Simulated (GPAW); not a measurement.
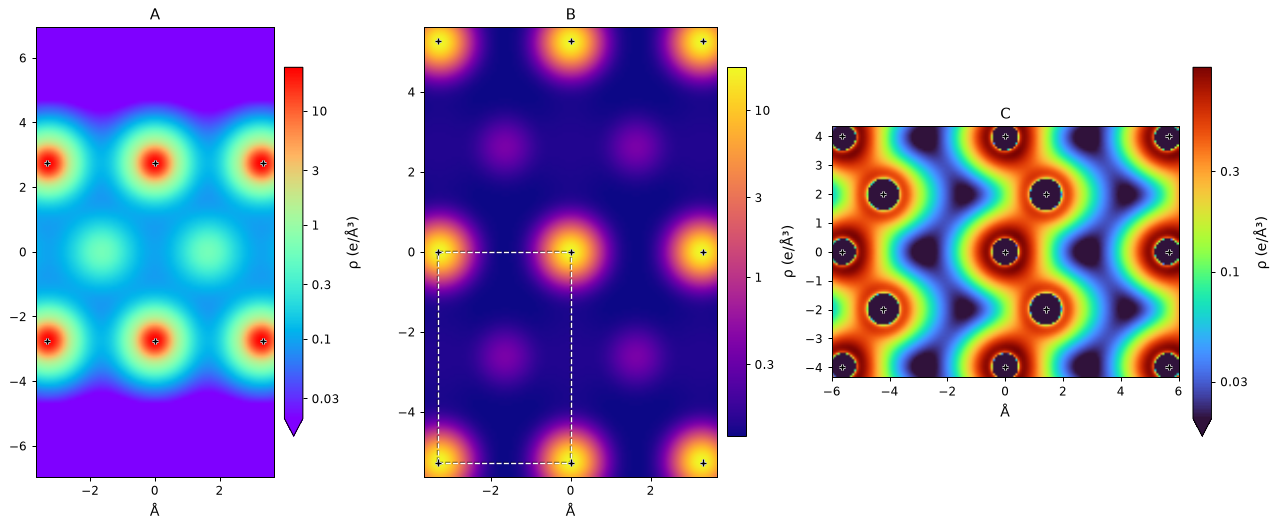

The valence pseudo-density of 3 systems, each on a plane through atoms (crosses mark nuclei in the plane).

All numbers below come from GPAW, Kohn-Sham DFT of a periodic cell, PBE, GPAW PAW data sets (gpaw-data 1.2.1).

System 1: In (slab), the (11̄0) plane of the calculation cell, a cut from vacuum to vacuum. 

```
In
1.0
     3.33548    0.00000    0.00000
    -1.66774    2.88861    0.00000
     0.00000    0.00000   20.50914
In
3
Direct
  0.33333 0.66667 0.36569
  0.66667 0.33333 0.50000
  0.33333 0.66667 0.63431
```

System 2: GaAs, the (110) plane of the conventional cell. Space group F-43m; computed pressure about 4 GPa in this cell.

```
CELL_PARAMETERS angstrom
5.65370 0.00000 0.00000
0.00000 0.00000 -5.65370
0.00000 5.65370 0.00000
ATOMIC_POSITIONS crystal
As 0.75000 0.75000 0.25000
As 0.25000 0.75000 0.75000
As 0.25000 0.25000 0.25000
As 0.75000 0.25000 0.75000
Ga 0.50000 0.50000 0.00000
Ga 0.00000 0.50000 0.50000
Ga 0.00000 0.00000 0.00000
Ga 0.50000 0.00000 0.50000
```

System 3: Sc, the (100) plane of the conventional cell. Space group P6₃/mmc.

```xyz
2
Lattice="3.3090 0.0000 0.0000 -1.6545 2.8657 0.0000 0.0000 0.0000 5.2733" Properties=species:S:1:pos:R:3 pbc="T T T"
Sc    1.6545    0.9552    3.9550
Sc    0.0000    1.9105    1.3183
```

### Match each panel to its system.

Panel A is system 1, In: the plane holds In. In–In (3.34 Å): the density is about 0.13 e/Å³ at the midpoint. Panel B is system 3, Sc: the plane holds Sc. Sc–Sc (3.31 Å): ρ at the midpoint is about 0.11 e/Å³. Panel C is system 2, GaAs: the plane holds As and Ga. Ga–As (2.45 Å): ρ at the midpoint is about 0.49 e/Å³.
